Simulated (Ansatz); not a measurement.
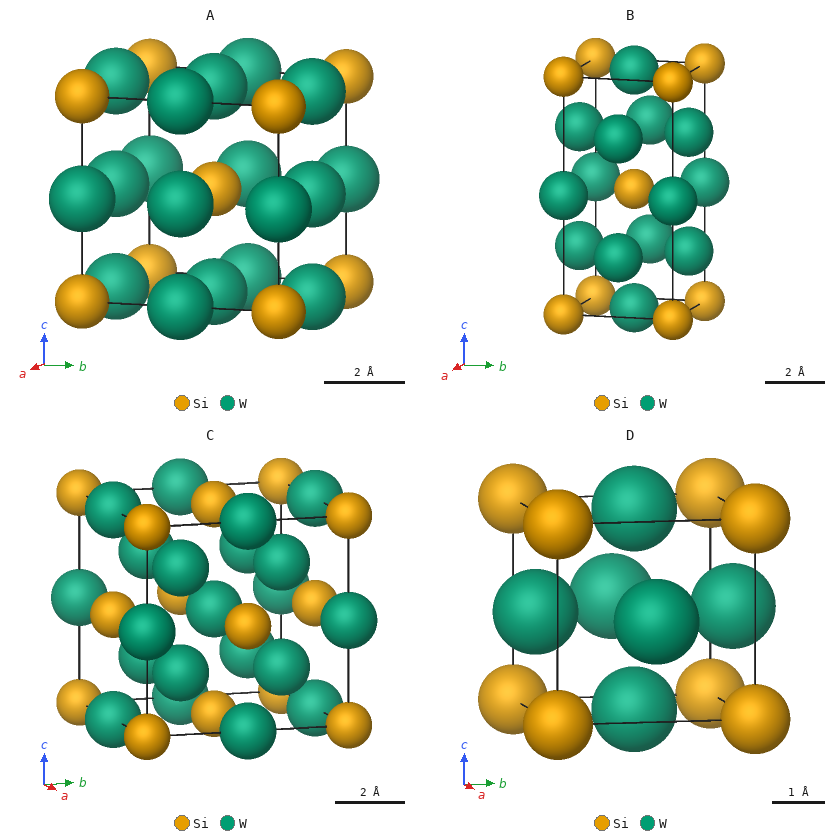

Four structures of SiW₃, each relaxed to rest (conventional cells in solid outline, small ones repeated, each panel with its own scale). Method: DFT PBE, scalar-relativistic, plane waves, PAW in Ansatz, without spin polarisation.

**Give the type and space group of each panel.**

A: 8 atoms a cell on a body-centred cubic lattice, Im-3m; B: 8 atoms a cell on a body-centred tetragonal lattice, I4/mmm; C: D0₃ (BiF₃ or Fe₃Al type), Fm-3m; D: Cu₃Au (L1₂) type, Pm-3m.

**Which of these is lowest in energy, and how far above it do the others lie?**

C, then B (+35 meV/atom), D (+74 meV/atom) and A (+1164 meV/atom), energies at zero smearing.

**Collect the results in a table.**

| panel | structure | E − E(lowest) (meV/atom) | volume (Å³/atom) | gap (eV) |
| --- | --- | --- | --- | --- |
| C | Fm-3m | 0 | 15.2 | metal |
| B | I4/mmm | 35 | 15.4 | metal |
| D | Pm-3m | 74 | 15.3 | metal |
| A | Im-3m | 1164 | 17.7 | metal |

Some of these may be structure types tried for this composition rather than known phases, and the most stable form need not be among them. Gaps are taken on the k-mesh or band path of each run.
